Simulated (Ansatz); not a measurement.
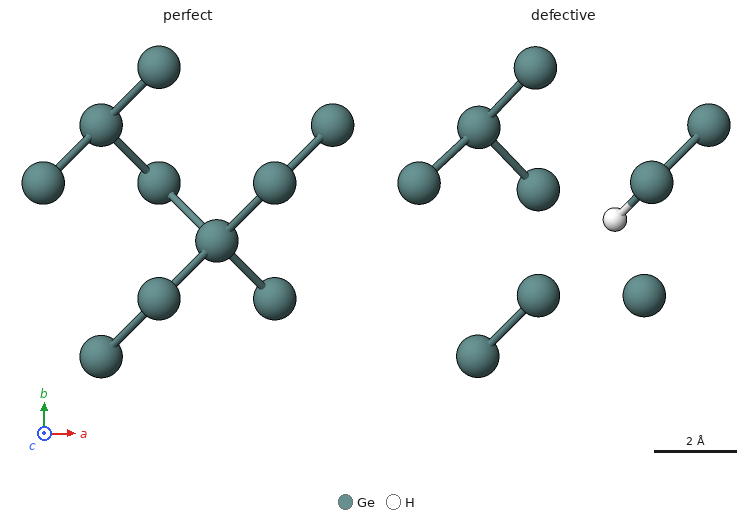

Left: perfect Ge. Right: the same region with a pair of point defects, after relaxing the atoms in a supercell of 64 sites. Style: ball-and-stick. Shown: the atoms within 4.6 Å of one point, in a slice 4.2 Å thick across the line of sight, along the c axis.

Computed with Ansatz, DFT, PBEsol, PAW, plane waves. Settings: plane-wave cutoff 420 eV; k-point mesh 1 × 1 × 1; mesh shifted by (0.25, 0.25, 0.25); collinear spin. Fermi-Dirac smearing of 0.01 eV. A uniform background neutralises the charged cell. The axes drawn are those of the host's conventional cell.

Which defect is it?

Answer. A germanium atom is taken out (a vacancy) and an extra hydrogen atom is put between the host's atoms (an interstitial), the two sites 2.0 Å apart.

The charge state of the cell is +1.

What does the relaxation do around it?

Answer. Around the empty Ge site the host had 4 Ge at 2.46 Å; after relaxation the nearest atoms are 1 H at 0.92 Å. The H atom starts with 1 Ge at 2.05 Å around its place and ends with 1 Ge at 1.57 Å. Of the host's atoms, a germanium atom moves furthest from its site, by 0.20 Å. The H atom itself moves 1.92 Å from where it was put. The cell ends without a net magnetic moment.

Limits of the set-up: the cell is charged, on a uniform background, and energies carry no finite-size correction.
